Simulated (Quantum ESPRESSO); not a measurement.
**Run report: Sn$_{2}$S$_{3}$, band-structure run (part 2 of 2)**

Sn$_{2}$S$_{3}$ (Cmmm, 5 atoms in the cell); Kohn-Sham DFT of a periodic cell, vdW-DF, PseudoDojo 0.4 SR PBEsol stringent, no spin polarisation (Quantum ESPRESSO 7.5); cutoff 1387.78 eV, 5×5×3 k-mesh, Gaussian smearing of 0.1 eV. The structure was built on a prototype by a generator; it need not be a known phase.

## File pp_density.out
```
This program is part of the open-source Quantum ESPRESSO suite
     for quantum simulation of materials; please cite
         "P. Giannozzi et al., J. Phys.:Condens. Matter 21 395502 (2009);
         "P. Giannozzi et al., J. Phys.:Condens. Matter 29 465901 (2017);
         "P. Giannozzi et al., J. Chem. Phys. 152 154105 (2020);
          URL
     in publications or presentations arising from this work. More details at

     ./tmp/pwscf.save/

     IMPORTANT: XC functional enforced from input :
     Exchange-correlation= VDW-DF
                           (   1   4   4   0   1   0   0)
     Any further DFT definition will be discarded
     Please, verify this is what you really want

     G-vector sticks info
     --------------------
     sticks:   dense  smooth     PW     G-vecs:    dense   smooth      PW
     Sum        1869    1869    529               123191   123191   18341

     Using Slab Decomposition

     %%%%%%%%%%%%%%%%%%%%%%%%%%%%%%%%%%%%%%%%%%%%%%%%%%%%%%%%%%%%%%%%%%%%%%%%
     %                                                                      %
     % You are using vdW-DF, which was implemented by the Thonhauser group. %
     % Please cite the following two papers that made this development      %
     % possible and the two reviews that describe the various versions:     %
     %                                                                      %
     %   T. Thonhauser et al., PRL 115, 136402 (2015).                      %
     %   T. Thonhauser et al., PRB 76, 125112 (2007).                       %
     %   K. Berland et al., Rep. Prog. Phys. 78, 066501 (2015).             %
     %   D.C. Langreth et al., J. Phys.: Condens. Matter 21, 084203 (2009). %
     %                                                                      %
     % If you are calculating stress with vdW-DF, please also cite:         %
     %                                                                      %
     %   R. Sabatini et al., J. Phys.: Condens. Matter 24, 424209 (2012).   %
     %                                                                      %
     %%%%%%%%%%%%%%%%%%%%%%%%%%%%%%%%%%%%%%%%%%%%%%%%%%%%%%%%%%%%%%%%%%%%%%%%

     %%%%%%%%%%%%%%%%%%%%%%%%%%%%%%%%%%%%%%%%%%%%%%%%%%%%%%%%%%%%%%%%%%%%%%%%
     %                                                                      %
     %  vdW-DF NEWS:                                                        %
     %                                                                      %
     %  * vdW-DF3 is now available. DOI: 10.1021/acs.jctc.0c00471           %
     %    use with input_dft = 'vdW-DF3-opt1' or 'vdW-DF3-opt2'             %
     %                                                                      %
     %  * Unscreened and range-separated hybrid vdW-DF-cx functionals       %
     %    DOI: 10.1063/1.4986522 and 10.1088/1361-648X/ac2ad2               %
     %    use with input_dft = 'vdW-DF-cx0'    and 'vdW-DF-ahcx'            %
     %  * Unscreened and range-separated hybrid vdW-DF2-b86r functionals    %
     %    DOI: 10.1063/1.4986522 and DOI: 10.1103/PhysRevX.12.041003        %
     %    use with input_dft = 'vdW-DF2-br0' and 'vdW-DF2-ahbr'             %
     %                                                                      %
     %%%%%%%%%%%%%%%%%%%%%%%%%%%%%%%%%%%%%%%%%%%%%%%%%%%%%%%%%%%%%%%%%%%%%%%%

     Calling punch_plot, plot_num =   0
     Writing data to file  density.dat
     Reading data from file  density.dat

     Writing data to be plotted to file density.cube
     Plot Type: 3D                     Output format: Gaussian cube

=------------------------------------------------------------------------------=
   JOB DONE.
=------------------------------------------------------------------------------=
```

## File pp_potential.out
```
This program is part of the open-source Quantum ESPRESSO suite
     for quantum simulation of materials; please cite
         "P. Giannozzi et al., J. Phys.:Condens. Matter 21 395502 (2009);
         "P. Giannozzi et al., J. Phys.:Condens. Matter 29 465901 (2017);
         "P. Giannozzi et al., J. Chem. Phys. 152 154105 (2020);
          URL
     in publications or presentations arising from this work. More details at

     ./tmp/pwscf.save/

     IMPORTANT: XC functional enforced from input :
     Exchange-correlation= VDW-DF
                           (   1   4   4   0   1   0   0)
     Any further DFT definition will be discarded
     Please, verify this is what you really want

     G-vector sticks info
     --------------------
     sticks:   dense  smooth     PW     G-vecs:    dense   smooth      PW
     Sum        1869    1869    529               123191   123191   18341

     Using Slab Decomposition

     %%%%%%%%%%%%%%%%%%%%%%%%%%%%%%%%%%%%%%%%%%%%%%%%%%%%%%%%%%%%%%%%%%%%%%%%
     %                                                                      %
     % You are using vdW-DF, which was implemented by the Thonhauser group. %
     % Please cite the following two papers that made this development      %
     % possible and the two reviews that describe the various versions:     %
     %                                                                      %
     %   T. Thonhauser et al., PRL 115, 136402 (2015).                      %
     %   T. Thonhauser et al., PRB 76, 125112 (2007).                       %
     %   K. Berland et al., Rep. Prog. Phys. 78, 066501 (2015).             %
     %   D.C. Langreth et al., J. Phys.: Condens. Matter 21, 084203 (2009). %
     %                                                                      %
     % If you are calculating stress with vdW-DF, please also cite:         %
     %                                                                      %
     %   R. Sabatini et al., J. Phys.: Condens. Matter 24, 424209 (2012).   %
     %                                                                      %
     %%%%%%%%%%%%%%%%%%%%%%%%%%%%%%%%%%%%%%%%%%%%%%%%%%%%%%%%%%%%%%%%%%%%%%%%

     %%%%%%%%%%%%%%%%%%%%%%%%%%%%%%%%%%%%%%%%%%%%%%%%%%%%%%%%%%%%%%%%%%%%%%%%
     %                                                                      %
     %  vdW-DF NEWS:                                                        %
     %                                                                      %
     %  * vdW-DF3 is now available. DOI: 10.1021/acs.jctc.0c00471           %
     %    use with input_dft = 'vdW-DF3-opt1' or 'vdW-DF3-opt2'             %
     %                                                                      %
     %  * Unscreened and range-separated hybrid vdW-DF-cx functionals       %
     %    DOI: 10.1063/1.4986522 and 10.1088/1361-648X/ac2ad2               %
     %    use with input_dft = 'vdW-DF-cx0'    and 'vdW-DF-ahcx'            %
     %  * Unscreened and range-separated hybrid vdW-DF2-b86r functionals    %
     %    DOI: 10.1063/1.4986522 and DOI: 10.1103/PhysRevX.12.041003        %
     %    use with input_dft = 'vdW-DF2-br0' and 'vdW-DF2-ahbr'             %
     %                                                                      %
     %%%%%%%%%%%%%%%%%%%%%%%%%%%%%%%%%%%%%%%%%%%%%%%%%%%%%%%%%%%%%%%%%%%%%%%%

     Calling punch_plot, plot_num =  11
     Writing data to file  potential.dat
     Reading data from file  potential.dat

     Writing data to be plotted to file potential.cube
     Plot Type: 3D                     Output format: Gaussian cube

=------------------------------------------------------------------------------=
   JOB DONE.
=------------------------------------------------------------------------------=
```

## File pp_elf.out
```
This program is part of the open-source Quantum ESPRESSO suite
     for quantum simulation of materials; please cite
         "P. Giannozzi et al., J. Phys.:Condens. Matter 21 395502 (2009);
         "P. Giannozzi et al., J. Phys.:Condens. Matter 29 465901 (2017);
         "P. Giannozzi et al., J. Chem. Phys. 152 154105 (2020);
          URL
     in publications or presentations arising from this work. More details at

     ./tmp/pwscf.save/

     IMPORTANT: XC functional enforced from input :
     Exchange-correlation= VDW-DF
                           (   1   4   4   0   1   0   0)
     Any further DFT definition will be discarded
     Please, verify this is what you really want

     G-vector sticks info
     --------------------
     sticks:   dense  smooth     PW     G-vecs:    dense   smooth      PW
     Sum        1869    1869    529               123191   123191   18341

     Using Slab Decomposition

     %%%%%%%%%%%%%%%%%%%%%%%%%%%%%%%%%%%%%%%%%%%%%%%%%%%%%%%%%%%%%%%%%%%%%%%%
     %                                                                      %
     % You are using vdW-DF, which was implemented by the Thonhauser group. %
     % Please cite the following two papers that made this development      %
     % possible and the two reviews that describe the various versions:     %
     %                                                                      %
     %   T. Thonhauser et al., PRL 115, 136402 (2015).                      %
     %   T. Thonhauser et al., PRB 76, 125112 (2007).                       %
     %   K. Berland et al., Rep. Prog. Phys. 78, 066501 (2015).             %
     %   D.C. Langreth et al., J. Phys.: Condens. Matter 21, 084203 (2009). %
     %                                                                      %
     % If you are calculating stress with vdW-DF, please also cite:         %
     %                                                                      %
     %   R. Sabatini et al., J. Phys.: Condens. Matter 24, 424209 (2012).   %
     %                                                                      %
     %%%%%%%%%%%%%%%%%%%%%%%%%%%%%%%%%%%%%%%%%%%%%%%%%%%%%%%%%%%%%%%%%%%%%%%%

     %%%%%%%%%%%%%%%%%%%%%%%%%%%%%%%%%%%%%%%%%%%%%%%%%%%%%%%%%%%%%%%%%%%%%%%%
     %                                                                      %
     %  vdW-DF NEWS:                                                        %
     %                                                                      %
     %  * vdW-DF3 is now available. DOI: 10.1021/acs.jctc.0c00471           %
     %    use with input_dft = 'vdW-DF3-opt1' or 'vdW-DF3-opt2'             %
     %                                                                      %
     %  * Unscreened and range-separated hybrid vdW-DF-cx functionals       %
     %    DOI: 10.1063/1.4986522 and 10.1088/1361-648X/ac2ad2               %
     %    use with input_dft = 'vdW-DF-cx0'    and 'vdW-DF-ahcx'            %
     %  * Unscreened and range-separated hybrid vdW-DF2-b86r functionals    %
     %    DOI: 10.1063/1.4986522 and DOI: 10.1103/PhysRevX.12.041003        %
     %    use with input_dft = 'vdW-DF2-br0' and 'vdW-DF2-ahbr'             %
     %                                                                      %
     %%%%%%%%%%%%%%%%%%%%%%%%%%%%%%%%%%%%%%%%%%%%%%%%%%%%%%%%%%%%%%%%%%%%%%%%

     Calling punch_plot, plot_num =   8
     Message from routine do_elf_kin:
     elf/kin + US not fully implemented
     Writing data to file  elf.dat
     Reading data from file  elf.dat

     Writing data to be plotted to file elf.cube
     Plot Type: 3D                     Output format: Gaussian cube

=------------------------------------------------------------------------------=
   JOB DONE.
=------------------------------------------------------------------------------=
```

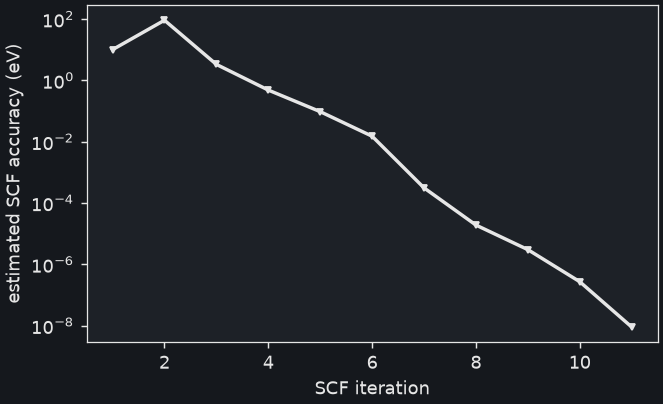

*Convergence of the self-consistent field: estimated SCF accuracy against the iteration.*

The field takes 11 iterations in all.

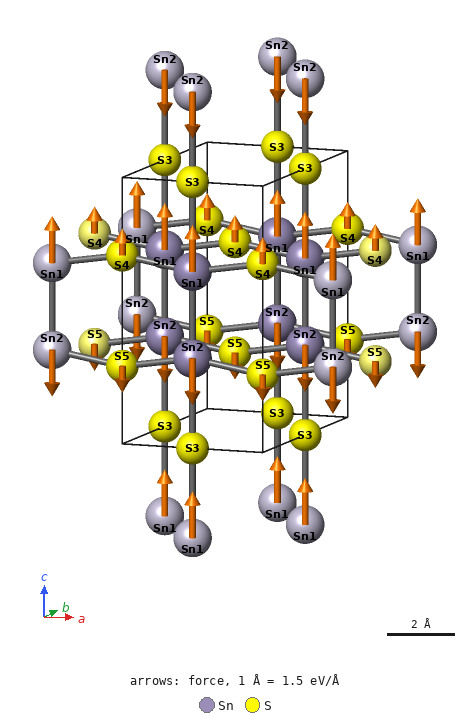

*Forces on the atoms as orange arrows (ball-and-stick view of the cell 2 times as large as that of the calculation, set on its symmetry axes, seen slightly off an axis; neighbours outside the cell are drawn fainter; atoms are numbered from 1 in the order of the input).*

The largest act on Sn1, Sn2 (2.14 eV/Å); S4, S5 (1.22 eV/Å). The geometry is not a stationary point of this energy.

The run was set up as follows.

## Input
```
&CONTROL
  calculation = 'scf'
  prefix = 'pwscf'
  outdir = './tmp'
  pseudo_dir = './pseudo'
  tprnfor = .true.
  tstress = .true.
  disk_io = 'low'
/
&SYSTEM
  ibrav = 0
  nat = 5
  ntyp = 2
  ecutwfc = 102
  nbnd = 42
  input_dft = 'vdw-df'
  occupations = 'smearing'
  smearing = 'gaussian'
  degauss = 0.00734986
/
&ELECTRONS
  conv_thr = 1d-09
  electron_maxstep = 120
  mixing_beta = 0.5
/
ATOMIC_SPECIES
Sn   118.7100 Sn.upf
S     32.0600 S.upf
CELL_PARAMETERS angstrom
   2.2653360000   -3.5592507700    0.0000000000
   2.2653360000    3.5592507700    0.0000000000
   0.0000000000    0.0000000000    8.1305761700
ATOMIC_POSITIONS crystal
Sn     0.5000000000    0.5000000000    0.6632823200
Sn     0.5000000000    0.5000000000    0.3367176800
S      0.5000000000    0.5000000000    0.0000000000
S      0.0000000000    0.0000000000    0.7081958500
S      0.0000000000    0.0000000000    0.2918041500
K_POINTS automatic
5 5 3 0 0 0
```

## File pp_density.in
```
&INPUTPP
  prefix = 'pwscf'
  outdir = './tmp'
  filplot = 'density.dat'
  plot_num = 0
/
&PLOT
  nfile = 1
  filepp(1) = 'density.dat'
  iflag = 3
  output_format = 6
  fileout = 'density.cube'
/
```

## File pp_potential.in
```
&INPUTPP
  prefix = 'pwscf'
  outdir = './tmp'
  filplot = 'potential.dat'
  plot_num = 11
/
&PLOT
  nfile = 1
  filepp(1) = 'potential.dat'
  iflag = 3
  output_format = 6
  fileout = 'potential.cube'
/
```

## File pp_elf.in
```
&INPUTPP
  prefix = 'pwscf'
  outdir = './tmp'
  filplot = 'elf.dat'
  plot_num = 8
/
&PLOT
  nfile = 1
  filepp(1) = 'elf.dat'
  iflag = 3
  output_format = 6
  fileout = 'elf.cube'
/
```

## File bands.in
```
&CONTROL
  calculation = 'bands'
  prefix = 'pwscf'
  outdir = './tmp'
  pseudo_dir = './pseudo'
  disk_io = 'low'
  verbosity = 'high'
/
&SYSTEM
  ibrav = 0
  nat = 5
  ntyp = 2
  ecutwfc = 102
  nbnd = 42
  input_dft = 'vdw-df'
  occupations = 'smearing'
  smearing = 'gaussian'
  degauss = 0.00734986
/
&ELECTRONS
  conv_thr = 1d-08
  electron_maxstep = 120
  mixing_beta = 0.5
  diago_full_acc = .true.
/
ATOMIC_SPECIES
Sn   118.7100 Sn.upf
S     32.0600 S.upf
CELL_PARAMETERS angstrom
   2.2653360000   -3.5592507700    0.0000000000
   2.2653360000    3.5592507700    0.0000000000
   0.0000000000    0.0000000000    8.1305761700
ATOMIC_POSITIONS crystal
Sn     0.5000000000    0.5000000000    0.6632823200
Sn     0.5000000000    0.5000000000    0.3367176800
S      0.5000000000    0.5000000000    0.0000000000
S      0.0000000000    0.0000000000    0.7081958500
S      0.0000000000    0.0000000000    0.2918041500
K_POINTS crystal
60
 0.0000000000  0.0000000000  0.0000000000 1
 0.0501816710  0.0501816710  0.0000000000 1
 0.1003633420  0.1003633420  0.0000000000 1
 0.1505450129  0.1505450129  0.0000000000 1
 0.2007266839  0.2007266839  0.0000000000 1
 0.2509083549  0.2509083549  0.0000000000 1
 0.3010900259  0.3010900259  0.0000000000 1
 0.3512716968  0.3512716968  0.0000000000 1
 0.2634537726  0.3884537726  0.0000000000 1
 0.1756358484  0.4256358484  0.0000000000 1
 0.0878179242  0.4628179242  0.0000000000 1
 0.0000000000  0.5000000000  0.0000000000 1
 0.0000000000  0.5000000000  0.2500000000 1
 0.0000000000  0.5000000000  0.5000000000 1
 0.0878179242  0.4628179242  0.5000000000 1
 0.1756358484  0.4256358484  0.5000000000 1
 0.2634537726  0.3884537726  0.5000000000 1
 0.3512716968  0.3512716968  0.5000000000 1
 0.3073627347  0.3073627347  0.5000000000 1
 0.2634537726  0.2634537726  0.5000000000 1
 0.2195448105  0.2195448105  0.5000000000 1
 0.1756358484  0.1756358484  0.5000000000 1
 0.1317268863  0.1317268863  0.5000000000 1
 0.0878179242  0.0878179242  0.5000000000 1
 0.0439089621  0.0439089621  0.5000000000 1
 0.0000000000  0.0000000000  0.5000000000 1
 0.0000000000  0.0000000000  0.3333333333 1
 0.0000000000  0.0000000000  0.1666666667 1
 0.0000000000  0.0000000000  0.0000000000 1
-0.0714285714  0.0714285714  0.0000000000 1
-0.1428571429  0.1428571429  0.0000000000 1
-0.2142857143  0.2142857143  0.0000000000 1
-0.2857142857  0.2857142857  0.0000000000 1
-0.3571428571  0.3571428571  0.0000000000 1
-0.4285714286  0.4285714286  0.0000000000 1
-0.5000000000  0.5000000000  0.0000000000 1
-0.4504238989  0.5495761011  0.0000000000 1
-0.4008477979  0.5991522021  0.0000000000 1
-0.3512716968  0.6487283032  0.0000000000 1
-0.3512716968  0.6487283032  0.1666666667 1
-0.3512716968  0.6487283032  0.3333333333 1
-0.3512716968  0.6487283032  0.5000000000 1
-0.3884537726  0.6115462274  0.5000000000 1
-0.4256358484  0.5743641516  0.5000000000 1
-0.4628179242  0.5371820758  0.5000000000 1
-0.5000000000  0.5000000000  0.5000000000 1
-0.5000000000  0.5000000000  0.3750000000 1
-0.5000000000  0.5000000000  0.2500000000 1
-0.5000000000  0.5000000000  0.1250000000 1
-0.5000000000  0.5000000000  0.0000000000 1
 0.0000000000  0.0000000000  0.5000000000 1
-0.0555555556  0.0555555556  0.5000000000 1
-0.1111111111  0.1111111111  0.5000000000 1
-0.1666666667  0.1666666667  0.5000000000 1
-0.2222222222  0.2222222222  0.5000000000 1
-0.2777777778  0.2777777778  0.5000000000 1
-0.3333333333  0.3333333333  0.5000000000 1
-0.3888888889  0.3888888889  0.5000000000 1
-0.4444444444  0.4444444444  0.5000000000 1
-0.5000000000  0.5000000000  0.5000000000 1
```

Command:
```bash
OMP_NUM_THREADS=1 pw.x -in pw.in > pw.out
OMP_NUM_THREADS=1 pp.x -in pp_density.in > pp_density.out
OMP_NUM_THREADS=1 pp.x -in pp_potential.in > pp_potential.out
OMP_NUM_THREADS=1 pp.x -in pp_elf.in > pp_elf.out
OMP_NUM_THREADS=1 pw.x -in bands.in > bands.out
```

## Results in brief

```json
{"quantity": "outcome", "value": "converged"}
{"quantity": "space group (tolerance 0.01 Å)", "value": "Cmmm (65)"}
{"quantity": "electrons treated", "value": "62"}
{"quantity": "free energy", "value": "−12983.4967 eV"}
{"quantity": "Fermi energy", "value": "7.089 eV"}
{"quantity": "gap on the k-point mesh", "value": "none (metallic)"}
{"quantity": "pressure", "value": "13.68 GPa"}
{"quantity": "largest force (length of the vector)", "value": "2.142 eV/Å"}
{"quantity": "hardware", "value": "1 thread of Intel Xeon (Granite Rapids), 16 GiB of memory available, shared host"}
{"quantity": "wall time", "value": "12 min"}
{"quantity": "peak memory", "value": "0.71 GiB"}
```

## Notes

Further notes kept with the run: potentials made for another functional. Points of doubt noted for this run: coarse mesh; potentials made for another functional.
